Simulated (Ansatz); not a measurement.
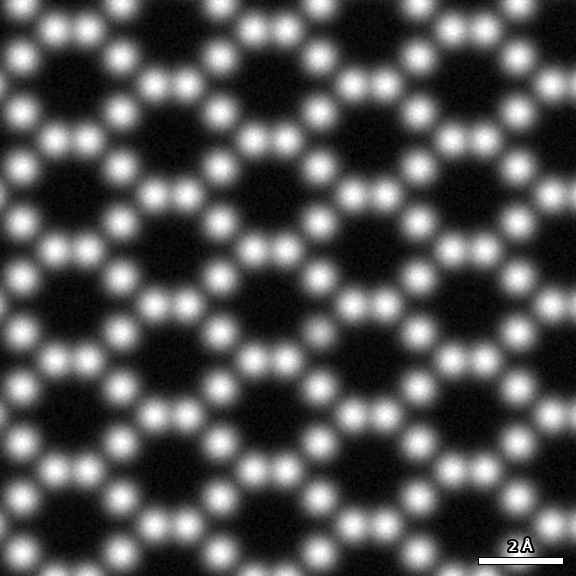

HAADF-like image of Mo (P6_3/mmc, No. 194) along [101]. Simulated incoherent Z contrast: every atom adds Z^1.8 spread by a probe of 0.56 Å full width; channelling and multiple scattering are left out. The display is stretched by a gamma of 0.65; percentages refer to the linear signal. Shot noise was added.

The sample is 2 repeats (20.2 Å) thick. One point defect was put into the perfect crystal, without relaxing the atoms around it. Brightness is counted from the darkest point of the image. Host structure: a calculation's starting geometry; the starting structure was generated, so it need not be a known form of this composition.

**Where is the defect (in Å from the left and the top edge), and what does its contrast suggest?**

At about 8 Å from the left and 8 Å from the top. The column is dimmer, which points to a vacancy or a lighter atom. The column holds 2 atoms (Mo) through the sample, and one Mo atom is replaced by Cr, so its peak drops to about 70 % of that of its equals.
